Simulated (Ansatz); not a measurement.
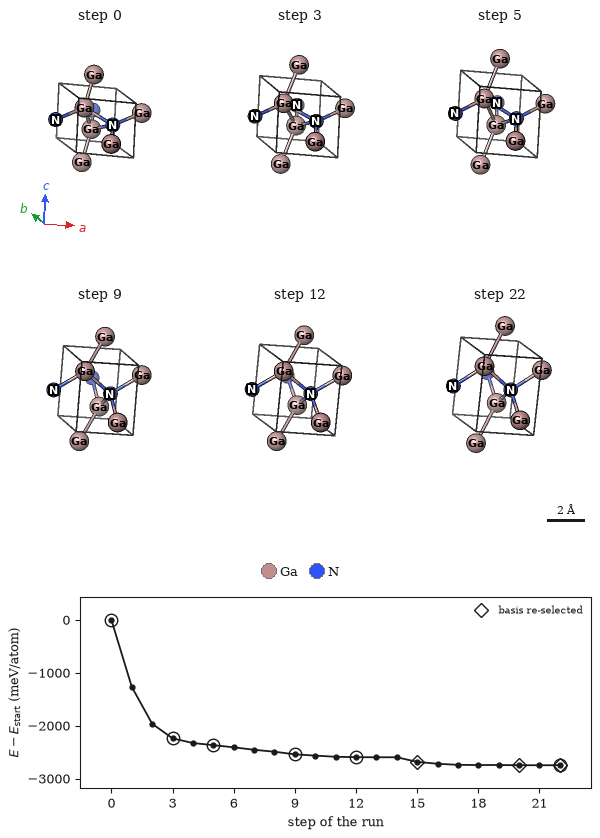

Frames of a relaxation of a crystal of Ga2N (a generated structure, set up in C2) (coarse preliminary run), marked on the history of the run. The picture is a ball-and-stick view of the cell of the calculation, seen slightly off an axis.

The calculation used DFT PBE, scalar-relativistic, plane waves, PAW in Ansatz 0.2.0.

Input
```yaml
crystal:
  lattice:
    - [2.12237824, -2.4241882, 0.0]
    - [2.12237824, 2.4241882, 0.0]
    - [-0.64653841, 0.0, 3.15644831]
  atoms:
    - { symbol: Ga, position: [0.5, 0.71567093, 0.28432907] }
    - { symbol: Ga, position: [0.28432907, 0.5, 0.71567093] }
    - { symbol: "N", position: [0.71567093, 0.28432907, 0.5] }
basis:
  ecutwfc: 420
kpoints:
  mp_grid: { grid: [6, 6, 6] }
hamiltonian:
  xc: pbe
scf:
  occupations: { method: gaussian, width: 0.1 }
  lower_state_search: "off"
output:
  forces: true
  stress: true
  eigenvalues: true
relax:
  adjacent_minimum: "off"
  f_tol: 0.04
  max_steps: 70
  cell: { stress_tol: 0.4 }
```

Command:
```bash
ansatz run input.yaml --threads 1 --pin off --max-ram 2560MiB --backend cpu --events-out ev --progress --plain --runs-dir out
```

Question: What happens along the run?

Answer: After 19 accepted moves (22 points after the start) the energy has fallen by 2745 meV per atom. Largest force component: 14 eV/Å at the start, 0.003 eV/Å at the end. The pressure goes from 124.62 to 0.01 GPa. At 3 points the geometry stayed and the basis and grid were re-selected for the new cell (energy shift of 87.1 meV per atom at most each time). The largest moves relative to the cell, 0.62 Å, are those of Ga1 and Ga2. Ga1 goes along [3 2 −1]. Largest moves by element: Ga 0.62 Å, N 0.25 Å. The drawn cell changes as follows: a = b 3.222 → 3.166 Å (−1.7 %), c 3.222 → 4.389 Å (+36.2 %), α 97.6° → 90.0°, β 97.6° → 90.0°, γ 97.6° → 107.3°; the volume changes by +29.3 %. Some distances before and after: Ga1–Ga2 4.110 → 2.680 Å, Ga1–Ga2 (another image) 1.811 → 3.109 Å, Ga1–Ga2 (another image) 1.877 → 2.677 Å, Ga1–N3 1.811 → 2.011 Å. Bonds break: Ga1–Ga2 (1.81 → 3.11 Å). Among the angles between lasting bonds that change: Ga1–N3–Ga2 60.0° → 101.3°, Ga1–N3–Ga2 125.7° → 101.3°, Ga1–N3–Ga2 105.3° → 124.3°. The space group (tolerance 0.01 Å) goes from C2 (No. 5) to C222 (No. 21). The run took 2.4 min on 1 thread of Arm Neoverse V1, on a shared host, peak memory 0.37 GiB. From step 0 to 3: Ga atoms move most (0.26 Å), volume +30.4 %, energy −2238 meV per atom. From step 3 to 5: Ga atoms move most (0.05 Å), volume +7.9 %, energy −128 meV per atom. From step 5 to 9: Ga atoms move most (0.43 Å), volume −10.3 %, energy −174 meV per atom. From step 9 to 12: Ga atoms move most (0.08 Å), volume −1.2 %, energy −53.8 meV per atom. From step 12 to 22: Ga atoms move most (0.03 Å), volume +3.7 %, energy −152 meV per atom.

| step | E − E(0), meV/atom | largest force component, eV/Å | pressure, GPa | volume, Å³/atom | note |
| --- | --- | --- | --- | --- | --- |
| 0 | 0.00 | 13.5830 | 124.62 | 10.827 |  |
| 1 | -1265.34 | 6.8953 | 72.94 | 11.770 |  |
| 2 | -1962.00 | 2.6925 | 37.20 | 12.924 |  |
| 3 | -2237.51 | 0.6868 | 16.29 | 14.120 |  |
| 4 | -2325.68 | 0.5449 | 5.02 | 15.145 |  |
| 5 | -2365.57 | 0.5667 | 1.88 | 15.235 |  |
| 6 | -2406.87 | 0.6069 | -0.74 | 14.995 |  |
| 7 | -2453.47 | 0.8119 | -3.61 | 14.454 |  |
| 8 | -2490.03 | 1.0280 | -4.20 | 13.915 |  |
| 9 | -2539.44 | 0.4328 | -0.10 | 13.668 |  |
| 10 | -2563.32 | 0.1625 | 1.24 | 13.456 |  |
| 11 | -2585.52 | 0.3848 | 1.47 | 13.363 |  |
| 12 | -2593.22 | 0.0571 | -1.65 | 13.502 |  |
| 13 | -2594.68 | 0.0085 | -0.18 | 13.421 |  |
| 14 | -2594.81 | 0.0250 | -0.12 | 13.394 |  |
| 15 | -2681.96 | 0.0384 | 6.53 | 13.394 | same geometry, new basis |
| 16 | -2717.21 | 0.1528 | 5.28 | 13.425 |  |
| 17 | -2737.92 | 0.0444 | 2.68 | 13.699 |  |
| 18 | -2741.23 | 0.0429 | 0.48 | 13.924 |  |
| 19 | -2741.31 | 0.0130 | 0.02 | 13.986 |  |
| 20 | -2745.04 | 0.0137 | 0.23 | 13.986 | same geometry, new basis |
| 21 | -2745.20 | 0.0030 | 0.01 | 14.001 |  |
| 22 | -2745.22 | 0.0030 | 0.01 | 14.001 | same geometry, new basis |
